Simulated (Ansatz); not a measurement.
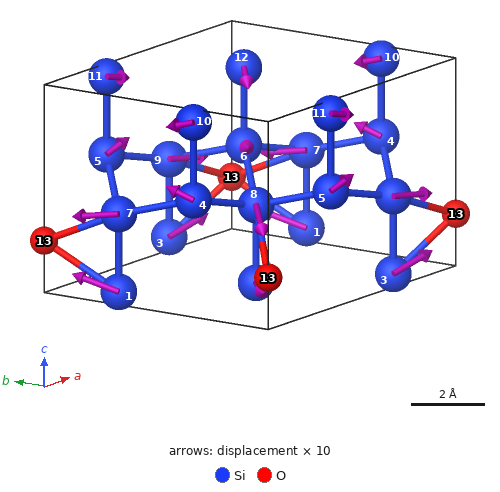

A relaxation of a defect cell of composition Si₁₂O. The starting structure is drawn; purple arrows show the displacements, 10 times their true length.

A ball-and-stick model of the cell of the calculation, reduced to other axes, seen from a free direction. Lengths and directions refer to the drawn axes.

Case: O interstitial, charge +0, atoms relaxed at the host's cell.

These are results of DFT PBE, scalar-relativistic, plane waves, PAW in Ansatz 0.2.0, not measurements.

The input:
```yaml
crystal:
  lattice:
    - [0.0, 0.0, -6.3650227274]
    - [5.7769209522, 3.3353068669, 0.0]
    - [1.0e-10, -6.6706137337, 0.0]
  atoms:
    - { symbol: Si, position: [0.9370690597, 0.3333333333, 0.3333333333] }
    - { symbol: Si, position: [0.9370690597, 0.0, 0.6666666667] }
    - { symbol: Si, position: [0.9370690597, 0.6666666667, 0.0] }
    - { symbol: Si, position: [0.4370690597, 0.6666666667, 0.6666666667] }
    - { symbol: Si, position: [0.4370690597, 0.3333333333, 0.0] }
    - { symbol: Si, position: [0.4370690597, 1.0, 0.3333333333] }
    - { symbol: Si, position: [0.5629309403, 0.3333333333, 0.3333333333] }
    - { symbol: Si, position: [0.5629309403, 0.0, 0.6666666667] }
    - { symbol: Si, position: [0.5629309403, 0.6666666667, 0.0] }
    - { symbol: Si, position: [0.0629309403, 0.6666666667, 0.6666666667] }
    - { symbol: Si, position: [0.0629309403, 0.3333333333, 0.0] }
    - { symbol: Si, position: [0.0629309403, 1.0, 0.3333333333] }
    - { symbol: O, position: [0.75, 0.0, 0.0] }
  host:
    lattice:
      - [3.8512806348, 0.0, 0.0]
      - [-1.9256403174, 3.3353068669, 0.0]
      - [0.0, 0.0, 6.3650227274]
    atoms:
      - { symbol: Si, position: [0.3333333333, 0.6666666667, 0.0629309403] }
      - { symbol: Si, position: [0.6666666667, 0.3333333333, 0.5629309403] }
      - { symbol: Si, position: [0.3333333333, 0.6666666667, 0.4370690597] }
      - { symbol: Si, position: [0.6666666667, 0.3333333333, 0.9370690597] }
basis:
  ecutwfc: 420
  xc_grid: 2
kpoints:
  mp_grid: { grid: [3, 3, 3], shift: [0.0, 0.0, 0.0] }
hamiltonian:
  xc: pbe
scf:
  occupations: { method: gaussian, width: 0.02 }
output:
  forces: true
  stress: false
  eigenvalues: true
  charged_corrections:
    defect_position: [0.75, 0.0, 0.0]
    epsilon: [[12.6179, 0.0, 0.0], [0.0, 12.6179, 0.0], [0.0, 0.0, 13.7065]]
  write_density: true
  write_potential: true
  elf: true
  volumetric_format: npy
relax:
  adjacent_minimum: "off"
  f_tol: 0.025
  max_steps: 45
```

Command:
```bash
ansatz run input.yaml --threads 4 --pin off --max-ram 8192MiB --backend cpu --events-out ev --progress --plain --runs-dir out
```

Question: Atoms of which element are displaced furthest, and by how much?

Answer: Silicon: up to 0.14 Å, against 0.00 Å for oxygen.

Question: Describe the change and its energy.

Answer: The energy falls by 0.319 eV per cell of the calculation in 4 geometry steps. The largest force component goes from 0.6 to 0.0056 eV/Å. The largest moves, 0.14 Å, are those of Si1, Si2, Si3, Si7, Si8 and Si9. Si7 goes along [0 3 −1]. O stays in place. The lattice vectors keep their values. Some distances before and after: Si1–O13 2.522 → 2.384 Å, Si1–Si10 2.363 → 2.438 Å, Si1–Si7 2.381 → 2.318 Å. Bond angles that change, for instance: Si7–Si5–Si8 109.1° → 99.4°, Si5–Si7–Si6 109.1° → 115.2°, Si4–Si7–Si5 109.1° → 103.8°.

Limits of the set-up: the periodic images lie only 6.4 Å apart, so the values are limited by the cell's size.
